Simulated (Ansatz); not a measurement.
Start from this file.

```
CELL_PARAMETERS angstrom
3.86849 0.00000 0.00000
0.00000 3.86849 0.00000
0.00000 0.00000 5.89461
ATOMIC_POSITIONS crystal
C 0.00000 0.50000 0.25000
C 0.00000 0.00000 0.00000
O 0.75000 0.33090 0.37500
O 0.25000 0.66910 0.37500
O 0.16910 0.25000 0.12500
O 0.83090 0.75000 0.12500
C 0.50000 0.00000 0.75000
C 0.50000 0.50000 0.50000
O 0.25000 0.83090 0.87500
O 0.75000 0.16910 0.87500
O 0.66910 0.75000 0.62500
O 0.33090 0.25000 0.62500
```

Q: Describe what this structure looks like.

A: Chemical formula CO$_{2}$. The lattice is body-centred tetragonal and the space group I-42d (No. 122). Atoms per cell: 12 (4 C, 8 O). C bonds to four O in a distorted tetrahedral arrangement at 1.38 Å. The coordination shell of O holds two C in a bent arrangement at 1.38 Å. The bonds build a three-dimensional framework.

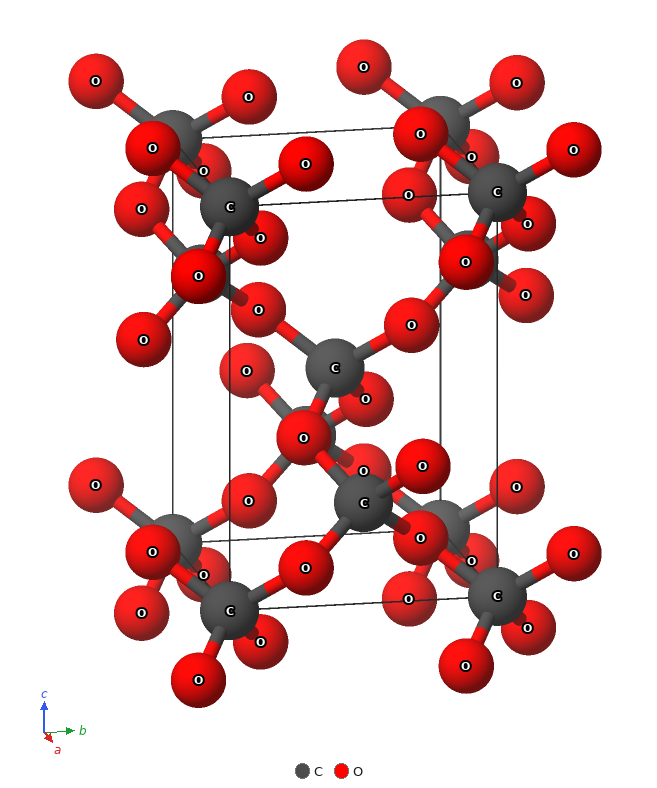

The image is a ball-and-stick drawing of a crystal, viewed slightly off an axis. Lines trace the edges of the conventional unit cell. Some neighbours outside the box are added. Colours: carbon dark grey, oxygen red.

The model was built from a structure listed in the Materials Project. The atoms were relaxed in a fixed cell with DFT LDA, scalar-relativistic, plane waves, PAW (Ansatz).
